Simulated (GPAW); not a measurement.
## AlN (honeycomb monolayer): G0W0 on several meshes in GPAW

Aim: the GW shift of AlN (honeycomb monolayer) against the k mesh.

Main program and level: GPAW 26.7.0; LDA and many-body steps on it, plane waves.

## (1) Set-up

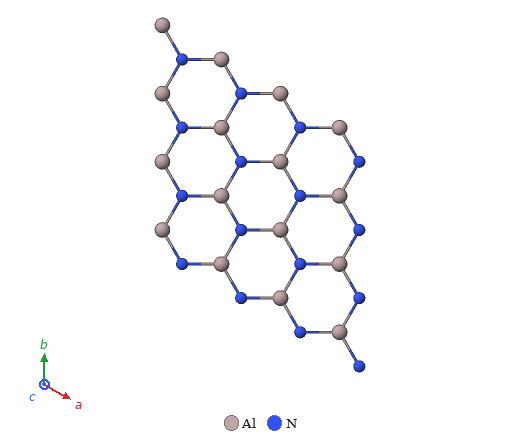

Start, viewed from above; aluminium light grey, nitrogen blue. 4×4×1 cells are drawn.

The cell holds 2 atoms: 1 Al and 1 N. Cell: a = 3.092 Å, b = 3.092 Å, c = 11.400 Å, α = 90.0°, β = 90.0°, γ = 120.0°. Vacuum lies along c.

Coordinates:

```
Al N
1.0
     3.09182    0.00000    0.00000
    -1.54591    2.67759    0.00000
     0.00000    0.00000   11.40000
Al N
1 1
Direct
  0.33333 0.66667 0.50000
  0.66667 0.33333 0.50000
```

The structure was relaxed with LDA. The runs that relaxed it are not among those shown.

## (2) Empty states on the mesh, 12×12×1 mesh, 224 bands

This step: GPAW 26.7.0; DFT, LDA, plane waves, PAW.

The sums over transitions need many empty states on a uniform mesh; this step solves for them.

Contents of run.py:

```python
import json
import numpy as np
from gpaw.mpi import world
from gpaw import GPAW

calc = GPAW('gs.gpw').fixed_density(kpts={'size': (12, 12, 1), 'gamma': True},
    nbands=261,
    convergence={'bands': 224},
    txt='nscf.txt')
calc.write('full.gpw', mode='all')
res = {}
kpts = calc.get_ibz_k_points()
res['kpts'] = kpts
res['eigenvalues'] = [calc.get_eigenvalues(kpt=k) for k in range(len(kpts))]
res['n_electrons'] = calc.get_number_of_electrons()

if world.rank == 0:
    with open('result.json', 'w') as f:
        json.dump(res, f, default=lambda x: x.tolist())
```

Launch:

```sh
$ mpirun -n 16 gpaw python run.py
```

Numbers of over 12 decimals in the logs are rounded to 6 here.

Output:

```text
Diagonalizing LCAO Hamiltonian
Converting LCAO to pw mode
convergence criteria:
- Maximum integral of absolute [eigenst]ate change: 4e-08 eV^2 / valence electron
maximum number of iterations: 100

SCF iterations
|iter     |     time |      energy | eigst |  dens |
|iter:   1|  |             | +5.11 |       |
|iter:   2|  |             | +3.93 |       |
|iter:   3|  |             | +2.80 |       |
[...]
|iter:  16|  |             | -6.91 |       |
|iter:  17|  |             | -7.14 |       |
|iter:  18|  |             | -7.43c|       |
SCF steps: 18
  __  _  _
 | _ |_)|_||  |
 |__||  | ||/\| - 26.7.0

Input parameters:
  mode=PW(ecut=600.0),
  convergence={'bands': 224},
  gpts=array([18, 18, 70]),
  kpts=MonkhorstPack(size=(12, 12, 1), gamma=True),
  maxiter=100,
  nbands=261,
  occupations=Occupations(name='fermi-dirac', width=0.001, fixmagmom=False),
  parallel={},
  xc=XC(name='LDA')
# Writing to full.gpw (mode='all')
  [... matrices ...]

timing:  # [seconds]
  Total: 0.181  # ━━━━━━━━━━━━━━━━━━━━━━━━━━━━━━━━━━━━━━━━━━━━━━━━━━━━━━━━━━━
```

Elapsed: 55 s, on 16 MPI ranks of Arm Neoverse V2, shared host; peak memory 2.7 GiB; 14 min of CPU time.

This step gave:

| Quantity | Value |
| --- | --- |
| gap | 3.003 eV |
| k of the valence top | 0.3333, 0.3333, 0 |
| k of the conduction bottom | 0, 0, 0 |
| least direct gap | 3.697 eV |
| k points computed | 19 |
| lowest point of the top converged band, above the valence top | 96.0812 eV |

On this mesh the gap is 3.003 eV.

## (3) 12×12×1

Now the one-shot GW correction: screening in the RPA, then the self-energy of the levels asked for.

This step: G0W0 on LDA, plane waves, PAW.

Contents of run.py:

```python
import json
import numpy as np
from gpaw.mpi import world
from gpaw.response.g0w0 import G0W0

gw = G0W0('full.gpw',
    filename='gw',
    kpts=[0, 9],
    bands=(2, 6),
    ecut=60,
    nbands=99,
    truncation='2D',
    integrate_gamma='sphere',
    q0_correction=True,
    frequencies={'type': 'nonlinear', 'domega0': 0.15, 'omega2': 15.0},
    eta=0.1,
    nblocksmax=True)
gw.calculate()
res = {mode: {k: v for k, v in r.items() if k != 'sigma_eskwn'}
       for mode, r in gw.all_results.items()}

if world.rank == 0:
    with open('result.json', 'w') as f:
        json.dump(res, f, default=lambda x: x.tolist())
```

Launch:

```sh
$ mpirun -n 16 gpaw python run.py
```

Output:

```text
Using integrator: PointIntegrator
NonLinearFrequencyDescriptor(from 0.000 to 78.187 eV, 166 points)
Nonperiodic BCs:  [False False  True]
Using integrator: PointIntegrator
NonLinearFrequencyDescriptor(from 0.000 to 78.187 eV, 166 points)
Nonperiodic BCs:  [False False  True]
Applying analytical 2D correction to W:
    Evaluating Gamma point contribution to W on a 13x13x1 grid
  ___  _ _ _
 |   || | | |
 | | || | | |
 |__ ||_____|
 |___|

BZ k-points: Symmetries present (total): 12

  [... matrices ...]
144 k-points: 12 x 12 x 1 Monkhorst-Pack grid + [1/24,1/24,0.000000]
19 k-points in the irreducible part of the Brillouin zone
       k-points in crystal coordinates                weights
   0:    -0.00000000   -0.00000000    0.00000000          1/144
   1:     0.08333333   -0.00000000    0.00000000          6/144
   2:     0.16666667   -0.08333333    0.00000000          6/144
   3:     0.16666667   -0.00000000    0.00000000          6/144
   4:     0.25000000   -0.08333333    0.00000000         12/144
   5:     0.25000000   -0.00000000    0.00000000          6/144
   6:     0.33333333   -0.16666667    0.00000000          6/144
   7:     0.33333333   -0.08333333    0.00000000         12/144
   8:     0.33333333   -0.00000000    0.00000000          6/144
   9:     0.33333333    0.33333333    0.00000000          2/144
          ...
  18:     0.50000000    0.50000000    0.00000000          3/144

Distributing spins, k-points and bands (1 x 2 x 4) over 2 processes
Number of blocks: 8

Quasi particle states:
k-points (IBZ indices): [0, 9]
Band range: (2, 6)
  [... matrices ...]
Computational parameters:
Plane wave cut-off: 60 eV
Number of bands: 99
Coulomb cutoff: 2D
Broadening: 0.1 eV

fxc modes: GW
Kernel: RPA
Using full-frequency real axis integration
Summing all q:

Calculating screened Coulomb potential
2D Coulomb truncation
NonLinearFrequencyDescriptor(from 0.000 to 78.187 eV, 166 points)
Removing empty qpoint cache files...

Calculating chi0 body with:
    Ground state adapter containing:
    Number of spins: 1
    Number of kpoints: 144
    Number of irreducible kpoints: 19
    Number of completely occupied states: 4
    Number of partially occupied states: 4
    Occupied states memory: 1.38427734375 M / cpu

    Linear response parametrization:
    q_c: [-2.0816681711721685e-17, -2.0816681711721685e-17, 0.0]
    Number of frequency points: 166
    Planewave cutoff: 60.0
    Number of bands: 99
    Number of planewaves: 81
    Broadening (eta): 0.1
    comm.size: 16
    kncomm.size: 2
    blockcomm.size: 8

    Memory estimate of potentially large arrays:
        chi0_wGG: 2.077343 M / cpu
Integrating chi0 body.

Symmetries of q_c:
    Direct symmetries (Uq -> q): 12
    Indirect symmetries (TUq -> q): 12
In total 24 allowed symmetries.

  [... matrices ...]
19 groups of equivalent kpoints. 86.805556% reduction.

Integral kind: spectral function
Integrating chi0 head and wings.

Symmetries of q_c:
    Direct symmetries (Uq -> q): 12
    Indirect symmetries (TUq -> q): 12
In total 24 allowed symmetries.

  [... matrices ...]
19 groups of equivalent kpoints. 86.805556% reduction.

Integral kind: spectral function wings

Calculating chi0 body with:
    Ground state adapter containing:
    Number of spins: 1
    Number of kpoints: 144
    Number of irreducible kpoints: 19
    Number of completely occupied states: 4
    Number of partially occupied states: 4
[... the further q-points ...]

Results:
f:      Occupation numbers
eps:     KS-eigenvalues [eV]
vxc:     KS vxc [eV]
exx:     Exact exchange [eV]
sigma:   Self-energies [eV]
dsigma:  Self-energy derivatives
Z:       Renormalization factors
qp:      QP-energies [eV]

k-point 0 (0): (-0.000, -0.000, 0.000)                GW
band       f     eps     vxc     exx   sigma  dsigma       Z      qp
                                                                   GW
   2   1.000  -3.803 -18.117 -22.237   2.912  -0.282   0.780  -4.745
   3   1.000  -3.803 -18.117 -22.237   2.912  -0.282   0.780  -4.745
   4   0.000  -0.107  -7.770  -4.256  -2.047  -0.167   0.857   1.151
   5   0.000   2.251  -5.544  -2.887  -1.419  -0.146   0.872   3.330

k-point 1 (9): (0.333, 0.333, 0.000)                GW
band       f     eps     vxc     exx   sigma  dsigma       Z      qp
                                                                   GW
   2   1.000  -6.821 -15.399 -20.466   3.200  -0.353   0.739  -8.201
   3   1.000  -3.110 -15.827 -19.540   2.286  -0.284   0.779  -4.222
   4   0.000   2.942  -8.937  -4.078  -2.904  -0.223   0.818   4.541
   5   0.000   5.105 -10.606  -5.198  -3.119  -0.302   0.768   6.864
```

It took 61 s on 16 MPI ranks; peak memory 5.2 GiB; 15 min of CPU time.

Numbers from this step:

| Quantity | Value |
| --- | --- |
| G0W0 gap on the points computed | 5.374 eV |
| least direct G0W0 gap on the computed points | 5.896 eV |
| Z at the valence top | 0.7789 |
| Z at the conduction bottom | 0.8572 |
| starting gap on the mesh | 3.003 eV |
| k of the valence top | 0.3333, 0.3333, 0 |
| k of the conduction bottom | 0, 0, 0 |

The gap on the mesh goes from 3.00 eV to 5.37 eV, a correction of +2.37 eV.

## (4) Empty states on the mesh, 9×9×1 mesh, 109 bands

This step: DFT, LDA, plane waves, PAW.

Contents of run.py:

```python
import json
import numpy as np
from gpaw.mpi import world
from gpaw import GPAW

calc = GPAW('gs.gpw').fixed_density(kpts={'size': (9, 9, 1), 'gamma': True},
    nbands=127,
    convergence={'bands': 109},
    txt='nscf.txt')
calc.write('full.gpw', mode='all')
res = {}
kpts = calc.get_ibz_k_points()
res['kpts'] = kpts
res['eigenvalues'] = [calc.get_eigenvalues(kpt=k) for k in range(len(kpts))]
res['n_electrons'] = calc.get_number_of_electrons()

if world.rank == 0:
    with open('result.json', 'w') as f:
        json.dump(res, f, default=lambda x: x.tolist())
```

Launch:

```sh
$ mpirun -n 16 gpaw python run.py
```

Output:

```text
Diagonalizing LCAO Hamiltonian
Converting LCAO to pw mode
convergence criteria:
- Maximum integral of absolute [eigenst]ate change: 4e-08 eV^2 / valence electron
maximum number of iterations: 100

SCF iterations
|iter     |     time |      energy | eigst |  dens |
|iter:   1|  |             | +4.72 |       |
|iter:   2|  |             | +3.50 |       |
|iter:   3|  |             | +2.38 |       |
[...]
|iter:  13|  |             | -7.01 |       |
|iter:  14|  |             | -7.36 |       |
|iter:  15|  |             | -7.75c|       |
SCF steps: 15
  __  _  _
 | _ |_)|_||  |
 |__||  | ||/\| - 26.7.0

Input parameters:
  mode=PW(ecut=600.0),
  convergence={'bands': 109},
  gpts=array([18, 18, 70]),
  kpts=MonkhorstPack(size=(9, 9, 1), gamma=True),
  maxiter=100,
  nbands=127,
  occupations=Occupations(name='fermi-dirac', width=0.001, fixmagmom=False),
  parallel={},
  xc=XC(name='LDA')
# Writing to full.gpw (mode='all')
  [... matrices ...]

timing:  # [seconds]
  Total: 0.118  # ━━━━━━━━━━━━━━━━━━━━━━━━━━━━━━━━━━━━━━━━━━━━━━━━━━━━━━━━━━━
```

Run time: 16 s. Hardware: 16 MPI ranks; peak memory 2.4 GiB.

This step gave:

| Quantity | Value |
| --- | --- |
| gap | 3.003 eV |
| k of the valence top | 0.3333, 0.3333, 0 |
| k of the conduction bottom | 0, 0, 0 |
| least direct gap | 3.697 eV |
| k points computed | 12 |
| lowest point of the top converged band, above the valence top | 60.4331 eV |

On this mesh the gap is 3.003 eV.

## (5) 9×9×1

This step: G0W0 on LDA, plane waves, PAW.

Contents of run.py:

```python
import json
import numpy as np
from gpaw.mpi import world
from gpaw.response.g0w0 import G0W0

gw = G0W0('full.gpw',
    filename='gw',
    kpts=[0, 6],
    bands=(2, 6),
    ecut=60,
    nbands=99,
    truncation='2D',
    integrate_gamma='sphere',
    q0_correction=True,
    frequencies={'type': 'nonlinear', 'domega0': 0.15, 'omega2': 15.0},
    eta=0.1,
    nblocksmax=True)
gw.calculate()
res = {mode: {k: v for k, v in r.items() if k != 'sigma_eskwn'}
       for mode, r in gw.all_results.items()}

if world.rank == 0:
    with open('result.json', 'w') as f:
        json.dump(res, f, default=lambda x: x.tolist())
```

Launch:

```sh
$ mpirun -n 16 gpaw python run.py
```

Output:

```text
Using integrator: PointIntegrator
NonLinearFrequencyDescriptor(from 0.000 to 78.187 eV, 166 points)
Nonperiodic BCs:  [False False  True]
Using integrator: PointIntegrator
NonLinearFrequencyDescriptor(from 0.000 to 78.187 eV, 166 points)
Nonperiodic BCs:  [False False  True]
Applying analytical 2D correction to W:
    Evaluating Gamma point contribution to W on a 15x15x1 grid
  ___  _ _ _
 |   || | | |
 | | || | | |
 |__ ||_____|
 |___|

BZ k-points: Symmetries present (total): 12

  [... matrices ...]
81 k-points: 9 x 9 x 1 Monkhorst-Pack grid
12 k-points in the irreducible part of the Brillouin zone
       k-points in crystal coordinates                weights
   0:     0.00000000    0.00000000    0.00000000          1/81
   1:     0.11111111    0.00000000    0.00000000          6/81
   2:     0.22222222   -0.11111111    0.00000000          6/81
[...]
9:     0.44444444    0.00000000    0.00000000          6/81
          ...
  11:     0.44444444    0.44444444    0.00000000          6/81

Distributing spins, k-points and bands (1 x 2 x 4) over 2 processes
Number of blocks: 8

Quasi particle states:
k-points (IBZ indices): [0, 6]
Band range: (2, 6)
  [... matrices ...]
Computational parameters:
Plane wave cut-off: 60 eV
Number of bands: 99
Coulomb cutoff: 2D
Broadening: 0.1 eV

fxc modes: GW
Kernel: RPA
Using full-frequency real axis integration
Summing all q:

Calculating screened Coulomb potential
2D Coulomb truncation
NonLinearFrequencyDescriptor(from 0.000 to 78.187 eV, 166 points)
Removing empty qpoint cache files...

Calculating chi0 body with:
    Ground state adapter containing:
    Number of spins: 1
    Number of kpoints: 81
    Number of irreducible kpoints: 12
    Number of completely occupied states: 4
[...]
q_c: [0.0, 0.0, 0.0]
    Number of frequency points: 166
    Planewave cutoff: 60.0
    Number of bands: 99
    Number of planewaves: 81
    Broadening (eta): 0.1
    comm.size: 16
    kncomm.size: 2
    blockcomm.size: 8

    Memory estimate of potentially large arrays:
        chi0_wGG: 2.077343 M / cpu
Integrating chi0 body.

Symmetries of q_c:
    Direct symmetries (Uq -> q): 12
    Indirect symmetries (TUq -> q): 12
In total 24 allowed symmetries.

  [... matrices ...]
12 groups of equivalent kpoints. 85.185185% reduction.

Integral kind: spectral function
Integrating chi0 head and wings.

Symmetries of q_c:
    Direct symmetries (Uq -> q): 12
    Indirect symmetries (TUq -> q): 12
In total 24 allowed symmetries.

  [... matrices ...]
12 groups of equivalent kpoints. 85.185185% reduction.

Integral kind: spectral function wings

Calculating chi0 body with:
    Ground state adapter containing:
    Number of spins: 1
    Number of kpoints: 81
    Number of irreducible kpoints: 12
    Number of completely occupied states: 4
    Number of partially occupied states: 4
    Occupied states memory: 1.38427734375 M / cpu

[... the further q-points ...]

Results:
f:      Occupation numbers
eps:     KS-eigenvalues [eV]
vxc:     KS vxc [eV]
exx:     Exact exchange [eV]
sigma:   Self-energies [eV]
dsigma:  Self-energy derivatives
Z:       Renormalization factors
qp:      QP-energies [eV]

k-point 0 (0): (0.000, 0.000, 0.000)                GW
band       f     eps     vxc     exx   sigma  dsigma       Z      qp
                                                                   GW
   2   1.000  -3.803 -18.117 -22.237   2.892  -0.269   0.788  -4.771
   3   1.000  -3.803 -18.117 -22.237   2.892  -0.269   0.788  -4.771
   4   0.000  -0.107  -7.770  -4.254  -2.037  -0.163   0.860   1.164
[...]
k-point 1 (6): (0.333, 0.333, 0.000)                GW
band       f     eps     vxc     exx   sigma  dsigma       Z      qp
                                                                   GW
[...]
4   0.000   2.942  -8.937  -4.078  -2.886  -0.220   0.819   4.559
   5   0.000   5.105 -10.606  -5.198  -3.102  -0.302   0.768   6.877
```

Wall time 30 s (16 MPI ranks); peak memory 4 GiB.

This step gave:

- G0W0 gap on the points computed: 5.411 eV
- least direct G0W0 gap on the computed points: 5.935 eV
- Z at the valence top: 0.7845
- Z at the conduction bottom: 0.8596
- starting gap on the mesh: 3.003 eV
- k of the valence top: 0.3333, 0.3333, 0
- k of the conduction bottom: 0, 0, 0

Against G0W0 in GPAW (12×12×1 mesh, 99 bands, screening to 60 eV, full frequency, Hilbert transform), the gap moves by +0.038 eV.

## (6) The runs together

Times are wall times on 16 MPI ranks of Arm Neoverse V2, shared host, good to a factor of about two.

```tsv
run	mesh	bands	screening cutoff (eV)	DFT gap (eV)	gap on the mesh (eV)	direct (eV)	time
12×12×1	12×12×1	99	60	3.003	5.374	5.896	61 s
9×9×1	9×9×1	99	60	3.003	5.411	5.935	30 s
```

## (7) What came out

```json
{
  "12×12×1": "5.374 eV",
  "9×9×1": "5.411 eV",
  "known limits": "not at the basis limit"
}
```

9×9×1: +0.038 eV against 12×12×1. Bands and cutoff are finite, so the gap is not at the basis limit. The miss can reach some tenths of an eV and take either sign; the mesh is an error of its own. These stock PAW sets were not made for GW. In the G0W0 runs levels were corrected at 2 k points alone, so a gap called «on the mesh» is the least over those, and an edge elsewhere would be missed.

[Paths, hosts, dates, memory and timing lines, banners, echoed tables and standing remarks are left out of the program output.]

[Logs are printed without paths, hosts, clocks, repeated set-up lines and the standing remarks that a program may print on its own settings, such as how far it seeks lower states.]

[Runs of the session that timed out or met a known fault of the program may be left out.]

[Hosts, paths, dates, database ids (printed as entryN), source tags and the programs' standing remarks are cut or masked in the printed files.]
